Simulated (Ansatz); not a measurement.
## MgO (Fm-3m):Na_i (void), thermodynamic levels from a 54-atom cell

Wanted: the transition levels of a interstitial in MgO (Fm-3m), from a cell of 54 host atoms with 1 Na put in.

Calculated with Ansatz 0.2.0; place-levels on r2SCAN runs: charge-transition levels and formation energies with image-charge correction and potential alignment at the atomic sites; PAW set soft_1.

The experiments to compare with:

For MgO, rocksalt (bulk crystal), “Electronic structure of alkaline earth and post-transition metal oxides” (2009, arxiv:0908.1581) quotes earlier work: band gap (literature experimental gap) 7.83 eV [Literature value based on experiment; other listed experimental values range from 7.7 to …].

**1. Set-up**

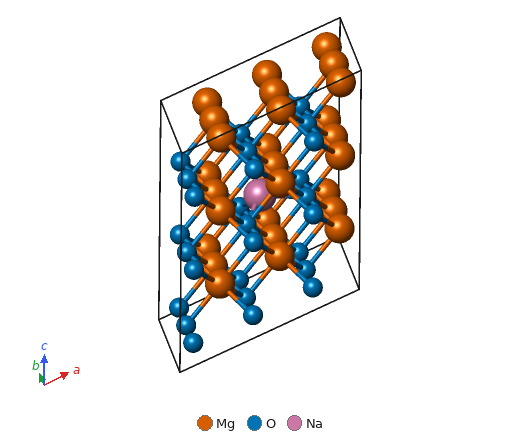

The cell as given, slightly off an axis (magnesium orange, oxygen blue, sodium pink). Bonds to atoms that aren't drawn are left out.

The cell holds 55 atoms: 27 Mg, 27 O and 1 Na. Its edges and angles: a = 8.925 Å, b = 8.925 Å, c = 8.925 Å, α = 60.0°, β = 60.0°, γ = 60.0°. It derives from MgO (space group Fm-3m). Nearest the centre at fractional (0.250, 0.250, 0.917): Na55 at 0.00 Å, Mg25 at 1.82 Å, O2 at 1.82 Å, Mg19 at 1.82 Å, O24 at 1.82 Å, O12 at 1.82 Å, Mg7 at 1.82 Å, Mg29 at 1.82 Å.

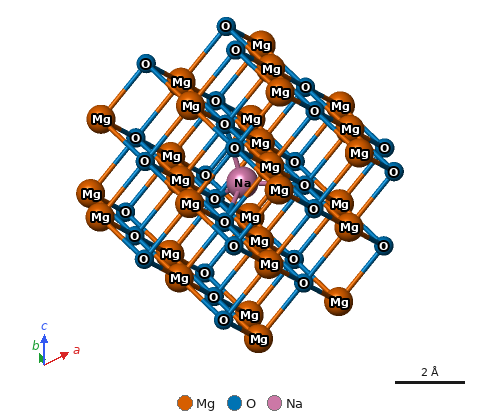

The atoms within 5 Å of the centre.

The host's dielectric constants go in as inputs: 3.24 for the electrons alone, 10.37 with the ions, from a response run on this crystal (DFPT, PBEsol) at that run's own cell.

The cell's shortest repeat is 8.9 Å.

**2. The runs of each charge state**

Levels follow from differences of total energies between charge states, each relaxed by itself.

Random displacements of about 0.05 Å break the site symmetry at the start, so that the relaxation can reach a distorted minimum if there is one. Forces are taken at one point at (¼, ¼, ¼). The cell holds 1 electron fewer than the neutral one, with a uniform background that keeps it neutral on the whole.

The sampling was tested on the host first: at the k-points planned (1x1x1 shifted 0.25 0.25 0.25) its energy lies 0.020 eV an atom from the dense-mesh value, under the bound of 0.02 eV set for this test; that bounds the host's error, not the defect's.

One state's input; the others differ in charge, spin, start and seed, and in occupations where the table says so.

Contents of qp1.relax/input.yaml:

```yaml
crystal:
  lattice:
    - [0.0, 6.31124291, 6.31124291]
    - [6.31124291, 0.0, 6.31124291]
    - [6.31124291, 6.31124291, 0.0]
  atoms:
    - { symbol: Mg, position: [0.0, 0.0, 0.0] }
    - { symbol: O, position: [0.16666667, 0.16666667, 0.16666667] }
    - { symbol: Mg, position: [0.0, 0.0, 0.33333333] }
[... 2 atom lines left out ...]
    - { symbol: O, position: [0.16666667, 0.16666667, 0.83333333] }
    - { symbol: Mg, position: [0.0, 0.33333333, 0.0] }
    - { symbol: O, position: [0.16666667, 0.5, 0.16666667] }
    - { symbol: Mg, position: [0.0, 0.33333333, 0.33333333] }
[... 2 atom lines left out ...]
    - { symbol: O, position: [0.16666667, 0.5, 0.83333333] }
    - { symbol: Mg, position: [0.0, 0.66666667, 0.0] }
    - { symbol: O, position: [0.16666667, 0.83333333, 0.16666667] }
[... 4 atom lines left out ...]
    - { symbol: Mg, position: [0.33333333, 0.0, 0.0] }
    - { symbol: O, position: [0.5, 0.16666667, 0.16666667] }
    - { symbol: Mg, position: [0.33333333, 0.0, 0.33333333] }
[... 2 atom lines left out ...]
    - { symbol: O, position: [0.5, 0.16666667, 0.83333333] }
    - { symbol: Mg, position: [0.33333333, 0.33333333, 0.0] }
[... 3 atom lines left out ...]
    - { symbol: Mg, position: [0.33333333, 0.33333333, 0.66666667] }
    - { symbol: O, position: [0.5, 0.5, 0.83333333] }
[... 1 atom line left out ...]
    - { symbol: O, position: [0.5, 0.83333333, 0.16666667] }
[... 4 atom lines left out ...]
    - { symbol: Mg, position: [0.66666667, 0.0, 0.0] }
[... 6 atom lines left out ...]
    - { symbol: O, position: [0.83333333, 0.5, 0.16666667] }
[... 10 atom lines left out ...]
    - { symbol: Na, position: [0.25, 0.25, 0.916667] }
  host:
    repeats: [3, 3, 3]
    atoms:
      - { symbol: Mg, position: [0.0, 0.0, 0.0] }
      - { symbol: O, position: [0.5, 0.5, 0.5] }
total_charge: 1
basis:
  ecutwfc: 500
  xc_grid: 2
hamiltonian:
  xc: r2scan
  pseudopotentials: { kind: paw, azcp: { folder: soft_1 } }
kpoints:
  mp_grid: { grid: [1, 1, 1], shift: [0.25, 0.25, 0.25] }
scf:
  occupations: { method: fixed }
  max_iter: 80
output:
  forces: true
  charged_corrections:
    epsilon: 3.24
    static_epsilon: 10.37
    defect_position: [0.25, 0.25, 0.916667]
relax:
  f_tol: 0.02
  max_steps: 80
  random_displacement: { amplitude: 0.05, seed: 6952 }
checkpoint:
  write: "../qp1.relax.run"
  compress: false
  write_wavefunctions: true
  write_every: 100000
```

Launch:

```sh
$ ansatz run input.yaml --threads 4 --pin off --max-ram 7536MiB --backend cpu --events-out ev --progress --plain --runs-dir out
```

Defect states can disperse in a cell of this size, so the energy is taken again at a 2×2×2 shifted mesh, on the relaxed structure.

The run of this state that the levels use, under r2SCAN:

Contents of qp1.point/input.yaml:

```yaml
crystal:
  checkpoint: "../qp1.relax.run"
  host: checkpoint
total_charge: 1
basis:
  ecutwfc: 500
  xc_grid: 2
hamiltonian:
  xc: r2scan
  pseudopotentials: { kind: paw, azcp: { folder: soft_1 } }
kpoints:
  mp_grid: { grid: [2, 2, 2], shift: [0.5, 0.5, 0.5] }
scf:
  occupations: { method: fermi_dirac, width: 0.01 }
  max_iter: 80
output:
  forces: true
  eigenvalues: true
  charged_corrections:
    epsilon: 3.24
    static_epsilon: 10.37
    defect_position: [0.25, 0.25, 0.916667]
  eigenstates: { localisation: true }
  populations: true
  band_densities: [{ bands: [v1, v1] }, { bands: [c1, c1] }]
  write_density: true
  write_potential: true
  volumetric_format: npy
  elf: true
checkpoint:
  read: "../qp1.relax.run"
  write: "../qp1.point.run"
  compress: false
  write_wavefunctions: false
  write_every: 100000
```

Relaxations under r2SCAN at one point at (¼, ¼, ¼); times on 4 threads of Intel Xeon Platinum 8259CL at 2.50GHz (Skylake/Cascade Lake), shared host:

```
charge  moment (μB)  occupations    outcome  steps  largest displacement against the far atoms (Å)     time
     0            1        fixed  converged      7                                            0.32  3.3 min
    +1            0        fixed  converged      9                                            0.32  1.8 min
```

Single points under r2SCAN at a 2×2×2 shifted mesh; times on 4 threads of Intel Xeon Platinum 8259CL at 2.50GHz (Skylake/Cascade Lake), shared host:

```
charge  moment (μB)  occupations    outcome     time
     0            1  fermi-dirac  converged  2.6 min
    +1            0  fermi-dirac  converged     57 s
```

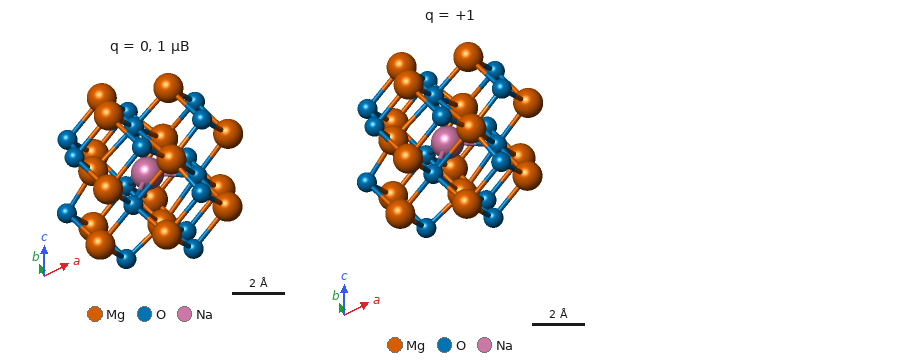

The structures near the centre after relaxation with r2SCAN, by charge.

Distances (Å) from Na55 to the nearest atoms after relaxation with r2SCAN:

```
charge  moment (μB)      1.      2.      3.      4.       5.       6.
     0            1  O 1.95  O 1.95  O 1.95  O 1.95  Mg 2.14  Mg 2.14
    +1            0  O 1.94  O 1.94  O 1.94  O 1.95  Mg 2.13  Mg 2.13
```

**3. place-levels, r2SCAN**

A charged cell interacts with its images and the background, and its potential has another zero than the host's. place-levels removes the first by a point-charge model, screened by the static dielectric constant since the ions have relaxed around the charge, and the second by comparing potentials at atoms far from the defect.

The host is a run of the defect-free crystal in the same cutoffs, grids and k-points, so that basis and sampling errors cancel in part in the differences. The host is run in a cell of 2 atoms on a matching mesh. Its band edges are searched through the zone by a band path, so the gap is smaller than, or equal to, that on the mesh. Chemical potentials are energies per atom of Na (bcc), run with the same functional and cutoff.

Contents of levels.point.yaml:

```yaml
host:
  run: host.point.run
states: [q0_M1.point.run, qp1.point.run]
geometry_from:
  q0_M1.point.run: q0_M1.relax.run
  qp1.point.run: qp1.relax.run
chemical_potentials:
  Na:
    energy: -1488.616329
    dataset: <sha256 of the dataset>
epsilon: 3.24
static_epsilon: 10.37
vertical:
  - { from: qp1.point.run, to: qp1.point_neutral.run }
```

Launch:

```sh
$ ansatz place-levels levels.point.yaml -- --threads 4 --pin off --max-ram 7536MiB
```

Numbers of over 12 decimals in the logs are rounded to 6 here.

The log of the run:

```text
[... repeated set-up lines and file paths are left out, and long positions are rounded to six places ...]
(+1/0) 5.718 eV above the valence edge (+6.392 eV without the band-filling correction), in the conduction band
formation energy of charge +1: +4.243 eV with the Fermi level at the valence edge
formation energy of charge 0: +9.961 eV with the Fermi level at the valence edge
vertical +1 to 0: no energy, since no alignment is typed
  the change from vertical[0].from (qp1.point.run) to vertical[0].to (qp1.point_neutral.run): by its potential at epsilon 3.24 it stands at 0.312 0.309 0.977, with an rms radius of about 4.0 Å (2.3 2.3 2.3 Å across the planes of the cell's vectors); [...]
  edges by r2scan, gap 5.678 eV; the host is sampled to repeats of 17.85 Å
  the defect's cells are sampled to repeats of 17.85 Å, like sampling
  charge +1: -68946.7674 eV with its correction of +0.546 eV, at epsilon 10.37, aligned at sites: +0.2941 eV, mean over 22 atomic sites at or beyond 4.46 Å from the defect at [0.2500, 0.2500, 0.9167], with +0.000000 for the charge's moments and without [...]
  charge 0: +0.000 eV for its dipole among its images, +0.000 omitted
  of states[1] (qp1.point.run): it parts from the run at its places by a charge that spreads by about 2.3 Å along one vector (1.3 Å or more is wide), by its potential at epsilon 3.24, taken for that of held ions (one typed too small widens it), where the cell [...]
  of states[0] (q0_M1.point.run): a band-filling correction moves a carrier to the host's band edge, which changes its energy by -0.673 eV; [...]
  of vertical[0].from (qp1.point.run): it parts from the run at its places by a charge that spreads by about 2.3 Å along one vector (1.3 Å or more is wide), by its potential at epsilon 3.24, taken for that of held ions (one typed too small widens it), where [...]
  of vertical[0].to (qp1.point_neutral.run): its moments are held at its close (magnetization.spin_locking), by a field of 0.403 eV a Bohr magneton, and its energy and levels are of the state that this holds: a run that lets them go can end lower; [...]
```

Run time: 0.34 s. Hardware: 4 threads of Intel Xeon Platinum 8259CL at 2.50GHz (Skylake/Cascade Lake), shared host.

Levels between the charges placed, in eV above the valence top:

```
        gap (eV)  (+1/0)
r2SCAN      5.68    5.72
```

Corrections by state:

```
charge  moment (μB)  image terms and alignment (eV)  band filling (eV)  ε used  over the lowest of its charge, as the program ranks them, band filling apart (eV)
    +1          0.0                           0.546                  -   10.37                                                                              0.000
     0          1.0                           0.000             -0.673       -                                                                              0.000
```

The charged structures listed were also run neutral, and place-levels reads from each pair, by the potential or the spins, how wide the charge is by which they differ; that can be the carrier of either run.

```
charge  rms radius (Å)  spread where it is widest against the cell (Å)  wide from (Å)  reading
    +1             4.0                                            2.30           1.26     wide
```

The neutral runs of these pairs need not share the spin of the lowest neutral state, and very wide values only mean spread over the cell.

From the program's caveats on the states, each cut to its opening words:

- charge +1: it parts from the run at its places by a charge that spreads by about 2.3 Å along one vector (1.3 Å or more is wide), by its potential at epsilon 3.24, taken [...]
- charge 0 (1 μB): a band-filling correction moves a carrier to the host's band edge, which changes its energy by -0.673 eV
- charge 0 (1 μB): its moments are held at its close (magnetization.spin_locking), by a field of 0.397 eV a Bohr magneton, and its energy and levels are of the state that this [...]
- charge 0 (1 μB): flagged: stability check not made

The host's formation energy from the elements is -2.963 eV per atom; it sets how far the chemical potentials can move.

Limit set by the element alone; other compounds of these elements are not counted. Chemical potentials from the elements' reference states: Mg 0.00 eV, O -5.93 eV, Na 0.00 eV. Formation energy by charge state (Mg-rich; gap 5.68 eV):

```
charge  at valence top (eV)  at conduction bottom (eV)  correction included (eV)
    +1                 4.24                       9.92                      0.55
     0                 9.96                       9.96                     -0.67
```

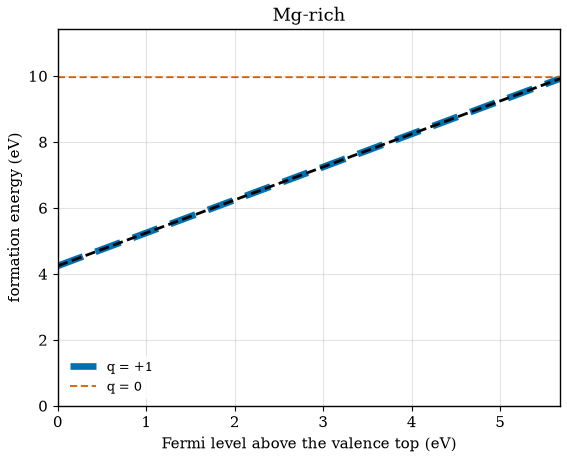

Formation energy against Fermi level; the thick line follows the lowest charge state.

Limit set by the element alone; other compounds of these elements are not counted. Chemical potentials from the elements' reference states: O 0.00 eV, Mg -5.93 eV, Na 0.00 eV. Formation energies (O-rich), with the Fermi level at the valence top and at the conduction bottom (gap 5.68 eV):

```
charge  at valence top (eV)  at conduction bottom (eV)  correction included (eV)
    +1                 4.24                       9.92                      0.55
     0                 9.96                       9.96                     -0.67
```

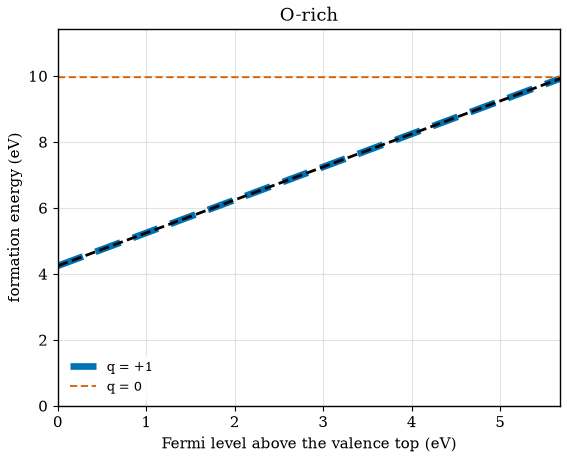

Formation energy against Fermi level; the thick line follows the lowest charge state.

**4. Effect of the sampling**

The relaxations' own energies give the levels at their sampling, for comparison.

Contents of levels.relax_mesh.yaml:

```yaml
host:
  run: host.relax.run
states: [q0_M1.relax.run, qp1.relax.run]
chemical_potentials:
  Na:
    energy: -1488.616329
    dataset: <sha256 of the dataset>
```

Launch:

```sh
$ ansatz place-levels levels.relax_mesh.yaml -- --threads 4 --pin off --max-ram 7536MiB
```

The log of the run:

```text
(+1/0) 5.704 eV above the valence edge, in the conduction band
formation energy of charge +1: +4.241 eV with the Fermi level at the valence edge
formation energy of charge 0: +9.945 eV with the Fermi level at the valence edge
  edges by r2scan, gap 5.659 eV; the host is sampled to repeats of 8.93 Å
[... the lines on each state left out ...]
```

It took 0.13 s on 4 threads.

Levels between neighbouring charges, in eV above the valence top:

```
                        gap (eV)  (+1/0)
one point at (¼, ¼, ¼)      5.66    5.70
  a 2×2×2 shifted mesh      5.68    5.72
```

Going from one point at (¼, ¼, ¼) to a 2×2×2 shifted mesh moves formation energies against the elements by up to 0.02 eV; band-filling terms, which differ between samplings, are in these energies.

**5. What came out**

```
gap of the host                                                          : 5.68 eV (r2SCAN)
level (plus 1/0)                                                         : 5.72 eV above the valence top, past the conduction bottom (6.39 eV above the valence top without the band-filling term)
lowest of the charges placed, just above the valence top (0.02 eV)       : +1
lowest of the charges placed, just below the conduction bottom (0.02 eV) : +1
lowest formation energy at mid-gap of the charges run, Mg-rich           : 7.08 eV
lowest formation energy at mid-gap of the charges run, O-rich            : 7.08 eV
```

In words: Of the charges placed (0 and +1), +1 is the lowest from 0.02 eV above the valence top to 0.02 eV below the conduction bottom, a gap of 5.68 eV. Charges above +1 and below 0 were not placed, so these runs say nothing of levels that involve them. States placed: +1 at 0 μB; 0 at 1 μB. Other spin states or structures, where not listed, weren't placed. The program finds carriers beyond a band edge of the host and adds a band-filling term at charge 0 (-0.67 eV); steps to such a charge show no bound level, and a defect level inside a band would be read the same way. Na is taken at its element; compounds, which aren't counted here, bound the chemical potentials and would shift these formation energies. Going from one point at (¼, ¼, ¼) to a 2×2×2 shifted mesh moves formation energies against the elements by up to 0.02 eV; band-filling terms, which differ between samplings, are in these energies. What this leaves open: the images are only 8.9 Å apart; r2SCAN makes the gap too small and tends to spread out bound carriers; where a gas molecule sets a chemical potential or the host's formation energy, its binding is uncorrected.

Calculation against experiment:

| quantity | measured | r2SCAN |
| --- | --- | --- |
| band gap (least gap of the host) (eV) | 7.83 | 5.68 (-2.15 eV) |

Measured values from arxiv:0908.1581 (2009).

Verdict: The band gap is off by -2.15 eV: a clear miss. Local and semilocal functionals usually give gaps below the measured ones. Zero-point and thermal motion shift the measured gap.

[Logs are printed without paths, hosts, clocks, repeated set-up lines and the standing remarks that a program may print on its own settings, such as how far it seeks lower states.]

[Hosts, paths, dates, database ids (printed as entryN), source tags and the programs' standing remarks are cut or masked in the printed files.]

[Where a table of states has a column of steps, it counts the stored structures, which are thinned; the runs took as many ionic steps or more.]

[A defect's name tells the site on which it was built; relaxed atoms can leave that site.]

[For some hosts the program warned that the k-mesh of the response run may be too coarse for force constants and the static dielectric constant; such warnings are not shown here.]
